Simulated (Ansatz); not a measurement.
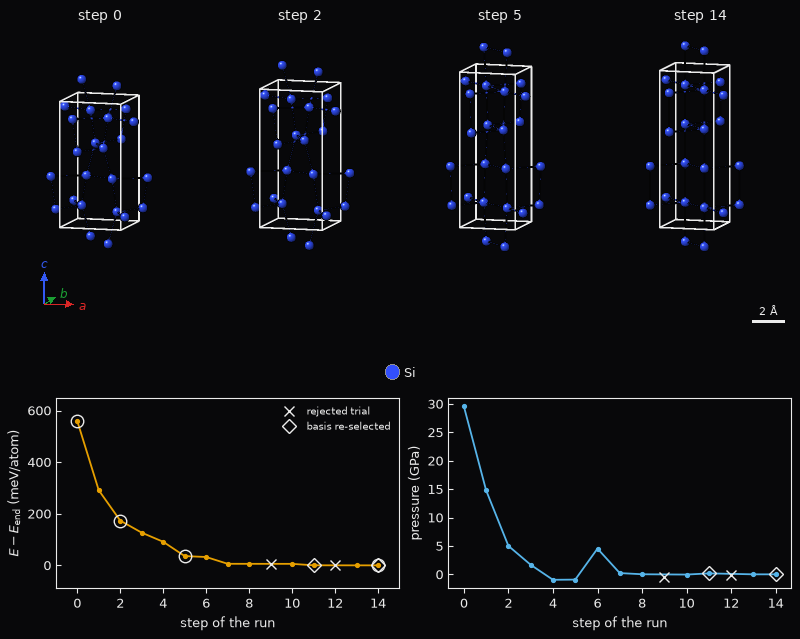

Frames of a relaxation of a crystal of Si (a generated structure, set up in I4_122) (coarse preliminary run), marked on the history of the run. A ball-and-stick model of the conventional cell (2 times the calculation's cell), seen slightly off an axis. Lengths and directions refer to the drawn axes.

All numbers below come from Ansatz, DFT PBE, scalar-relativistic, plane waves, PAW. Set-up: plane-wave cutoff 420 eV; k-point mesh 6 × 6 × 6; occupations gaussian; smearing width 0.1 eV; no spin polarisation; cell and atoms relaxed; force threshold 0.04 eV/Å; at most 70 steps.

> What happens along the run?

The largest moves relative to the cell, 0.40 Å, are those of Si atoms. The volume changes by −2.3 %, with a = b 4.056 → 3.594 Å (−11.4 %), c 8.090 → 10.067 Å (+24.4 %). Near-neighbour distances that change, for instance: Si–Si 3.565 → 2.541 Å, Si–Si 3.010 → 3.576 Å, Si–Si 2.121 → 2.517 Å, Si–Si 2.319 → 2.541 Å. New bonds form: Si–Si (3.56 → 2.54 Å). Bond angles that change, for instance: Si–Si–Si 122.0° → 90.0°, Si–Si–Si 155.4° → 180.0°, Si–Si–Si 106.8° → 90.0°. The space group (tolerance 0.01 Å) goes from I4_122 (No. 98) to P4/mmm (No. 123). Over 10 accepted moves (14 points after the start) the energy falls by 560 meV per atom. Largest force component: 0.66 eV/Å at the start, under 0.0001 eV/Å at the end. The pressure goes from 29.56 to 0.02 GPa. The line search rejected the trial steps at points 9, 12 of the run. At 2 points the geometry stayed and the basis and grid were re-selected for the new cell (energy shift of 5.6 meV per atom at most each time). From step 0 to 2: volume +15.2 %, energy −386 meV per atom. From step 2 to 5: Si atoms move most (0.28 Å), volume −12.2 %, energy −138 meV per atom. From step 5 to 14: Si atoms move most (0.12 Å), volume −3.4 %, energy −35.9 meV per atom.

```json
{"step": "0", "E − E(0), meV/atom": "0.00", "largest force component, eV/Å": "0.6557", "pressure, GPa": "29.56", "volume, Å³/atom": "16.638", "note": ""}
{"step": "1", "E − E(0), meV/atom": "-268.61", "largest force component, eV/Å": "0.1145", "pressure, GPa": "14.77", "volume, Å³/atom": "17.979", "note": ""}
{"step": "2", "E − E(0), meV/atom": "-386.46", "largest force component, eV/Å": "0.1000", "pressure, GPa": "5.02", "volume, Å³/atom": "19.174", "note": ""}
{"step": "3", "E − E(0), meV/atom": "-433.26", "largest force component, eV/Å": "0.1562", "pressure, GPa": "1.70", "volume, Å³/atom": "18.842", "note": ""}
{"step": "4", "E − E(0), meV/atom": "-468.57", "largest force component, eV/Å": "0.2104", "pressure, GPa": "-0.94", "volume, Å³/atom": "18.033", "note": ""}
{"step": "5", "E − E(0), meV/atom": "-524.03", "largest force component, eV/Å": "0.4891", "pressure, GPa": "-0.91", "volume, Å³/atom": "16.825", "note": ""}
{"step": "6", "E − E(0), meV/atom": "-527.60", "largest force component, eV/Å": "0.0784", "pressure, GPa": "4.55", "volume, Å³/atom": "15.610", "note": ""}
{"step": "7", "E − E(0), meV/atom": "-553.93", "largest force component, eV/Å": "0.0035", "pressure, GPa": "0.24", "volume, Å³/atom": "16.179", "note": ""}
{"step": "8", "E − E(0), meV/atom": "-554.07", "largest force component, eV/Å": "0.0001", "pressure, GPa": "0.03", "volume, Å³/atom": "16.212", "note": ""}
{"step": "9", "E − E(0), meV/atom": "-553.50", "largest force component, eV/Å": "0.0181", "pressure, GPa": "-0.38", "volume, Å³/atom": "16.279", "note": "rejected"}
{"step": "10", "E − E(0), meV/atom": "-554.15", "largest force component, eV/Å": "0.0004", "pressure, GPa": "-0.02", "volume, Å³/atom": "16.221", "note": ""}
{"step": "11", "E − E(0), meV/atom": "-559.75", "largest force component, eV/Å": "0.0004", "pressure, GPa": "0.19", "volume, Å³/atom": "16.221", "note": "same geometry, new basis"}
{"step": "12", "E − E(0), meV/atom": "-559.57", "largest force component, eV/Å": "0.0029", "pressure, GPa": "-0.03", "volume, Å³/atom": "16.257", "note": "rejected"}
{"step": "13", "E − E(0), meV/atom": "-559.95", "largest force component, eV/Å": "0.0001", "pressure, GPa": "0.02", "volume, Å³/atom": "16.250", "note": ""}
{"step": "14", "E − E(0), meV/atom": "-559.96", "largest force component, eV/Å": "0.0001", "pressure, GPa": "0.02", "volume, Å³/atom": "16.250", "note": "same geometry, new basis"}
```
